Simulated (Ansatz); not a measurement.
## Geometry relaxation, with input and output: Bi4Se3 (part 1 of 2)

- system: Bi4Se3 (7 atoms in the cell)
- method: DFT PBEsol, scalar-relativistic, plane waves, PAW (Ansatz 0.2.0)

The structure derives from an entry of the Crystallography Open Database. The run did not end well.

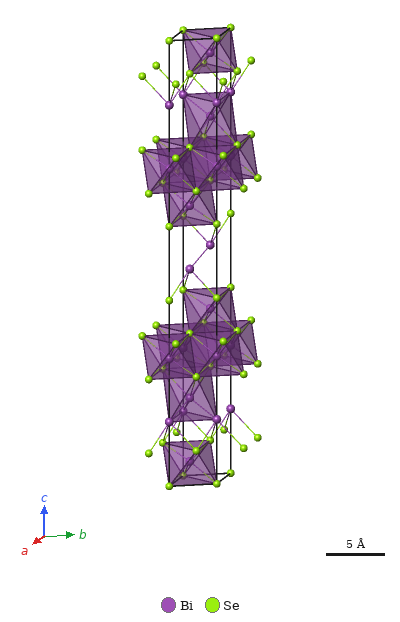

**Figure 1.** The input geometry (polyhedral view of the cell 3 times as large as that of the calculation, set on its symmetry axes, seen slightly off an axis; polyhedra are completed across the faces of the cell). An atom can appear more than once, as a periodic image.

What the run reported:

```json
{"quantity": "outcome", "value": "stopped at the time limit"}
{"quantity": "space group (tolerance 0.01 Å)", "value": "R-3m (166)"}
{"quantity": "final cell", "value": "a = 13.385 Å, b = 13.385 Å, c = 13.385 Å, α = 18.32°, β = 18.32°, γ = 18.32°"}
{"quantity": "hardware", "value": "2 threads of AMD EPYC (Zen 3), 189 GiB of memory available, shared host"}
{"quantity": "wall time", "value": "15 min (CPU time 29 min)"}
{"quantity": "peak memory", "value": "1.8 GiB"}
```

What went wrong:

The run was cut off by its time limit, so the output is incomplete.

Input file:
```yaml
crystal:
  lattice:
    - [2.1350003304, 1.2326430154, 13.33333]
    - [-2.1350003304, 1.2326430154, 13.33333]
    - [0.0, -2.4652860309, 13.33333]
  atoms:
    - { symbol: Bi, position: [0.1445, 0.1445, 0.1445] }
    - { symbol: Bi, position: [0.8555, 0.8555, 0.8555] }
    - { symbol: Bi, position: [0.287, 0.287, 0.287] }
    - { symbol: Bi, position: [0.713, 0.713, 0.713] }
    - { symbol: Se, position: [0.417, 0.417, 0.417] }
    - { symbol: Se, position: [0.583, 0.583, 0.583] }
    - { symbol: Se, position: [0.0, 0.0, 0.0] }
basis:
  ecutwfc: 420
kpoints:
  mp_grid: { grid: [12, 12, 12] }
hamiltonian:
  xc: pbesol
scf:
  occupations: { method: gaussian, width: 0.1 }
output:
  forces: true
  stress: true
  eigenvalues: true
relax:
  adjacent_minimum: "off"
  f_tol: 0.005
  max_steps: 80
  cell: { stress_tol: 0.05 }
```

Launch command:
```bash
ansatz run input.yaml --threads 2 --pin off --max-ram 5120MiB --backend cpu --events-out ev --progress --plain --runs-dir out
```

Log:
```
basis.fft_grid_basis auto: the FFT boxes are laid along the combinations [[1, 0, -1], [0, 1, -1], [0, 0, 1]] of the cell's own vectors, 4.270, 4.270 and 13.559 Å long. The dense box has 30×30×96 points. Along the cell's own vectors, as sized, it would have 96×96×96, 10.24 times as many. Of the 12 symmetry operations that the crystal satisfies within crystal.symmetry.tolerance (time reversal apart; of a slab, those that keep its plane) the dense box along the cell's own vectors carries 12, and the one as laid loses 8 of those. basis.fft_grid_basis: typed keeps the cell's own vectors: state it where this run's energies or levels are differenced outside the engine with another run's, or held beside a run that keeps those vectors.
Engine: ansatz 0.2.0, x86_64-unknown-linux-gnu
Pseudopotentials: kind: paw
Pseudopotential: Bi, paw, valence charge 15, recommended cutoff 420 eV (normal), Bi.paw.azcp
Pseudopotential: Se, paw, valence charge 16, recommended cutoff 420 eV (normal), Se.paw.azcp
Functional definition: PBEsol
  exchange = pbesol_x
  correlation = pbesol_c
Crystal: 7 atoms, lattice volume = 210.535 Å³
Basis set: ecut = 420 eV, 4095 PW (Γ), FFT grids on a1−a3, a2−a3, a3, exchange–correlation on 60×60×192 points (8 copies of the dense FFT grid, shifted against one another)
Bands: 65, of which v1, the nominal top of the filled ones, is band 54 counted from 1 (53 counted from 0)
Symmetry: 12 space group operations
Space group: R-3m (ITA 166), of the structure as read, at distance tolerance 5.9e-5 Å
k-points: 189 of 1728
Non-local potential: Bi, projectors of the file, l = 0: 2, l = 1: 2, l = 2: 2, l = 3: 2
Non-local potential: Se, projectors of the file, l = 0: 2, l = 1: 2, l = 2: 3, l = 3: 1
PAW form: soft (Blöchl's): semilocal exchange-correlation on the pseudo side does not see the compensation charge
PAW frozen core: Bi, regenerated for the run's functional, and the local potential with it (the file was generated under x = pbe(κ = 0.804, μ = 0.2195149727645171), c = pbe(β = 0.06672455060314922))
PAW frozen core: Se, regenerated for the run's functional, and the local potential with it (the file was generated under x = pbe(κ = 0.804, μ = 0.2195149727645171), c = pbe(β = 0.06672455060314922))
PAW one-centre angular grid: Bi, 590 points (default); XC on 64 Gauss nodes
PAW one-centre angular grid: Se, 590 points (default); XC on 64 Gauss nodes
Initial density: superposition of atomic densities (neutral atoms: chi_scale 0, normalization atom), corrected by the library's trained network
Initial wavefunctions: pseudopotential atomic-orbital guess
Functional: x = pbesol(κ = 0.804, μ = 0.12345679012345678), c = pbesol(β = 0.046)
SCF iter   1: F=—  HF=-65242.509743 eV  |F-HF|=—  |Δ(HF+E_count)|=         —  Δρ=2.69e-3  dr2=4.30e-2  ethr=1.77e-3  ⟨swp⟩=8.6  Hψ=51079  notcnv=0  defer=2
preconditioner: auto → LDOS  [metal: Δε(μ)=0.022 eV  Ē_g=8.947 eV  σ=0.100 eV  W_gap=0.12  n_scr=58 (ndim 8)  ℏωp=15.8 eV  f_vac=0.015  D(μ)=0.54/eV (n_scr^D=2)  β→1.0]
SCF iter   2: F=—  HF=-65242.530859 eV  |F-HF|=—  |Δ(HF+E_count)|=   2.11e-2  Δρ=4.59e-3  dr2=1.51e-1  ethr=3.98e-5  ⟨swp⟩=2.0  Hψ=25839  notcnv=0  defer=624
SCF iter   3: F=—  HF=-65242.501238 eV  |F-HF|=—  |Δ(HF+E_count)|=   2.96e-2  Δρ=1.43e-3  dr2=3.99e-2  ethr=3.98e-5  ⟨swp⟩=2.0  Hψ=22346  notcnv=0  defer=624
SCF iter   4: F=—  HF=-65242.497254 eV  |F-HF|=—  |Δ(HF+E_count)|=   3.98e-3  Δρ=1.58e-4  dr2=1.02e-4  ethr=3.69e-5  ⟨swp⟩=1.8  Hψ=12534  notcnv=0  defer=622
SCF iter   5: F=—  HF=-65242.497258 eV  |F-HF|=—  |Δ(HF+E_count)|=   3.27e-6  Δρ=5.42e-5  dr2=1.60e-5  ethr=9.41e-8  ⟨swp⟩=2.0  Hψ=22023  notcnv=0  defer=600
SCF iter   6: F=—  HF=-65242.497012 eV  |F-HF|=—  |Δ(HF+E_count)|=   2.46e-4  Δρ=1.61e-5  dr2=5.67e-7  ethr=1.49e-8  ⟨swp⟩=2.0  Hψ=17735  notcnv=0  defer=45
SCF iter   7: F=—  HF=-65242.497012 eV  |F-HF|=—  |Δ(HF+E_count)|=   7.08e-8  Δρ=5.87e-6  dr2=1.55e-7  ethr=9.26e-11  ⟨swp⟩=10.5  Hψ=61931  notcnv=0
SCF iter   8: F=-65242.497012 eV  HF=-65242.497012 eV  |F-HF|=7.13e-10  |Δ(HF+E_count)|=   1.90e-8  Δρ=1.35e-6  dr2=3.98e-9  ethr=9.26e-11  ⟨swp⟩=4.2  Hψ=41329  notcnv=0
SCF 1 converged in 8 iterations: F = -65242.497012 eV  dr2 = 3.98e-9
  greatest PAW one-centre occupation: 1.000 electrons in one spin orbital (limit 2), on the Se atom at site 5 (counted from 0), in its partial waves of l = 2
relax step   1: F+E_penalty+E_count = -65242.49701206 eV  Δ(F+E_penalty+E_count) = +0.000e0 eV  max|allowed force component| = 2.229e-1 eV/Å  Δτ_max = 0.0000 Å  P = -0.559 GPa  Ω = 210.535 Å³  (8 SCF iters, dr2 threshold 1.00e-7 eV, accepted)
Crystal: 7 atoms, lattice volume = 206.519 Å³
Basis set: ecut = 420 eV, 4023 PW (Γ), FFT grids on a1−a3, a2−a3, a3, exchange–correlation on 60×60×192 points (8 copies of the dense FFT grid, shifted against one another)
Initial density: handed on by an earlier stage of this run
Initial wavefunctions: those handed on with the density
iter 1 solved again at ethr=1.51e-5 eV; its pass at ethr=3.10e-3 eV (dr2=1.64e-2 eV) is discarded
SCF iter   1: F=—  HF=-65242.494033 eV  |F-HF|=—  |Δ(HF+E_count)|=         —  Δρ=2.19e-3  dr2=1.58e-2  ethr=1.51e-5  ⟨swp⟩=2.1  Hψ=63496  notcnv=0
preconditioner: auto → LDOS  [metal: Δε(μ)=0.057 eV  Ē_g=9.044 eV  σ=0.100 eV  W_gap=0.31  n_scr=58 (ndim 8)  ℏωp=15.9 eV  f_vac=0.011  D(μ)=0.44/eV (n_scr^D=2)  β→1.0]
SCF iter   2: F=—  HF=-65242.497574 eV  |F-HF|=—  |Δ(HF+E_count)|=   3.54e-3  Δρ=2.14e-3  dr2=5.40e-2  ethr=1.46e-5  ⟨swp⟩=2.0  Hψ=23693  notcnv=0  defer=1  recentre
SCF iter   3: F=—  HF=-65242.490844 eV  |F-HF|=—  |Δ(HF+E_count)|=   6.73e-3  Δρ=8.43e-4  dr2=1.43e-2  ethr=1.46e-5  ⟨swp⟩=3.0  Hψ=23639  notcnv=0  defer=2
SCF iter   4: F=—  HF=-65242.489469 eV  |F-HF|=—  |Δ(HF+E_count)|=   1.37e-3  Δρ=2.50e-4  dr2=3.95e-4  ethr=1.33e-5  ⟨swp⟩=1.0  Hψ=12941  notcnv=0  defer=3
SCF iter   5: F=—  HF=-65242.489198 eV  |F-HF|=—  |Δ(HF+E_count)|=   2.71e-4  Δρ=8.25e-5  dr2=1.28e-5  ethr=3.66e-7  ⟨swp⟩=1.8  Hψ=13171  notcnv=0  defer=3
SCF iter   6: F=—  HF=-65242.489201 eV  |F-HF|=—  |Δ(HF+E_count)|=   2.68e-6  Δρ=2.31e-5  dr2=1.74e-6  ethr=1.19e-8  ⟨swp⟩=2.5  Hψ=18425  notcnv=0  defer=3
SCF iter   7: F=-65242.489201 eV  HF=-65242.489201 eV  |F-HF|=4.03e-8  |Δ(HF+E_count)|=   8.94e-8  Δρ=6.65e-6  dr2=9.48e-8  ethr=6.48e-10  ⟨swp⟩=7.6  Hψ=50141  notcnv=0
SCF 2 converged in 7 iterations: F = -65242.489201 eV  dr2 = 9.48e-8
relax step   2: F+E_penalty+E_count = -65242.48920060 eV  Δ(F+E_penalty+E_count) = +7.811e-3 eV  max|allowed force component| = 3.874e-1 eV/Å  Δτ_max = 0.0445 Å  P = +0.459 GPa  Ω = 206.519 Å³  energy of the carried Pulay correction = +5.933e-4 eV  (7 SCF iters, dr2 threshold 7.00e-7 eV, rejected (line search))
Crystal: 7 atoms, lattice volume = 208.268 Å³
Basis set: ecut = 420 eV, 4059 PW (Γ), FFT grids on a1−a3, a2−a3, a3, exchange–correlation on 60×60×192 points (8 copies of the dense FFT grid, shifted against one another)
iter 1 solved again at ethr=4.40e-6 eV; its pass at ethr=3.10e-3 eV (dr2=4.75e-3 eV) is discarded
SCF iter   1: F=—  HF=-65242.511953 eV  |F-HF|=—  |Δ(HF+E_count)|=         —  Δρ=1.23e-3  dr2=4.58e-3  ethr=4.40e-6  ⟨swp⟩=2.0  Hψ=63334  notcnv=0
preconditioner: auto → LDOS  [metal: Δε(μ)=0.026 eV  Ē_g=9.007 eV  σ=0.100 eV  W_gap=0.14  n_scr=58 (ndim 8)  ℏωp=15.9 eV  f_vac=0.012  D(μ)=0.63/eV (n_scr^D=2)  β→1.0]
SCF iter   2: F=—  HF=-65242.512415 eV  |F-HF|=—  |Δ(HF+E_count)|=   4.62e-4  Δρ=1.10e-3  dr2=9.18e-3  ethr=4.24e-6  ⟨swp⟩=2.0  Hψ=22862  notcnv=0
SCF iter   3: F=—  HF=-65242.510928 eV  |F-HF|=—  |Δ(HF+E_count)|=   1.49e-3  Δρ=4.39e-4  dr2=3.60e-3  ethr=4.24e-6  ⟨swp⟩=2.0  Hψ=15850  notcnv=0
SCF iter   4: F=—  HF=-65242.510577 eV  |F-HF|=—  |Δ(HF+E_count)|=   3.51e-4  Δρ=1.26e-4  dr2=7.58e-5  ethr=3.34e-6  ⟨swp⟩=1.1  Hψ=12337  notcnv=0
SCF iter   5: F=—  HF=-65242.510562 eV  |F-HF|=—  |Δ(HF+E_count)|=   1.51e-5  Δρ=3.91e-5  dr2=2.76e-6  ethr=7.02e-8  ⟨swp⟩=2.0  Hψ=15522  notcnv=0
SCF iter   6: F=—  HF=-65242.510314 eV  |F-HF|=—  |Δ(HF+E_count)|=   2.48e-4  Δρ=1.29e-5  dr2=4.55e-7  ethr=2.56e-9  ⟨swp⟩=2.0  Hψ=17773  notcnv=0
SCF iter   7: F=—  HF=-65242.510314 eV  |F-HF|=—  |Δ(HF+E_count)|=   3.42e-8  Δρ=3.20e-6  dr2=1.58e-8  ethr=4.22e-10  ⟨swp⟩=2.2  Hψ=17407  notcnv=0
SCF iter   8: F=—  HF=-65242.510314 eV  |F-HF|=—  |Δ(HF+E_count)|=   5.62e-9  Δρ=9.24e-7  dr2=1.16e-9  ethr=1.46e-11  ⟨swp⟩=2.1  Hψ=15807  notcnv=0
SCF iter   9: F=-65242.510314 eV  HF=-65242.510314 eV  |F-HF|=4.37e-11  |Δ(HF+E_count)|=  2.33e-10  Δρ=1.81e-7  dr2=6.03e-11  ethr=1.00e-12  ⟨swp⟩=3.9  Hψ=51433  notcnv=0
SCF 3 converged in 9 iterations: F = -65242.510314 eV  dr2 = 6.03e-11
relax step   3: F+E_penalty+E_count = -65242.51031449 eV  Δ(F+E_penalty+E_count) = -1.330e-2 eV  max|allowed force component| = 3.790e-2 eV/Å  Δτ_max = 0.0188 Å  P = -0.069 GPa  Ω = 208.268 Å³  energy of the carried Pulay correction = +3.335e-4 eV  (9 SCF iters, accepted)
Crystal: 7 atoms, lattice volume = 208.020 Å³
iter 1 solved again at ethr=1.38e-6 eV; its pass at ethr=3.10e-3 eV (dr2=1.49e-3 eV) is discarded
```
